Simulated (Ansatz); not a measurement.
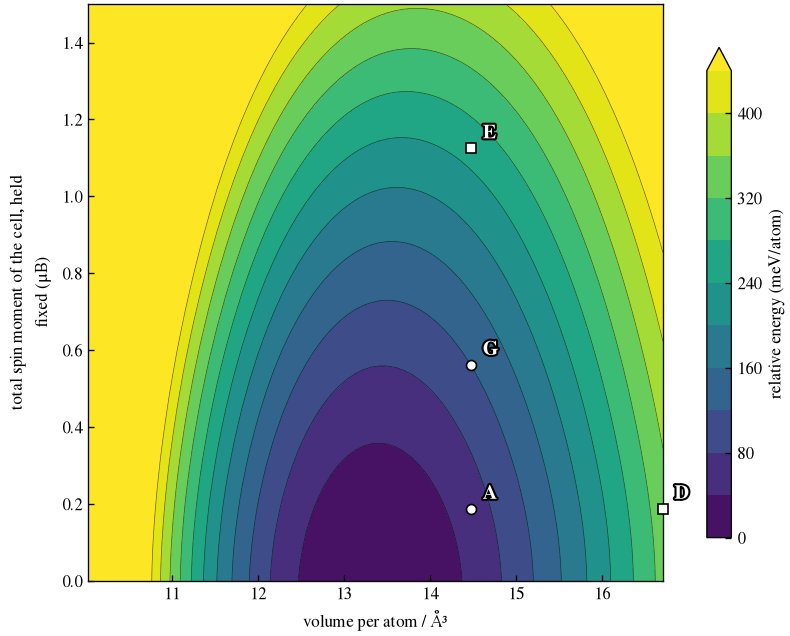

Al₂Ru (I4/mmm, No. 139; 3 atoms in the cell). The energy is mapped over volume and a fixed ferromagnetic moment. The first coordinate is: volume per atom; the second: total spin moment of the cell, held fixed. Nothing is relaxed (shape and fractional coordinates fixed). The scan uses a 7 × 9 grid. Points are written as (first, second). Energies: meV/atom, counted from the lowest grid point. The moment is held fixed and parallel; antiferromagnetic orders weren't tried. Theory: Ansatz 0.2.0, DFT LDA, scalar-relativistic, plane waves, PAW. Settings: cutoff 420 eV, k-mesh 20×20×20, gaussian smearing 0.15 eV.

In the figure: filled contours, one colour for all values above the top of the scale, lettered points. Between grid points the surface is interpolated.

Is D the lowest point of the computed grid?

No. D lies 343 meV/atom above the lowest grid point, which is at (13.37 Å³, 0.000 μB).

What kind of point is each of A, E, G: minimum, saddle, maximum or slope?

A: on a slope; E: on a slope; G: on a slope. (In these two coordinates alone; a stationary point may lie a little off the grid point.)

PAW datasets: the set soft_1.
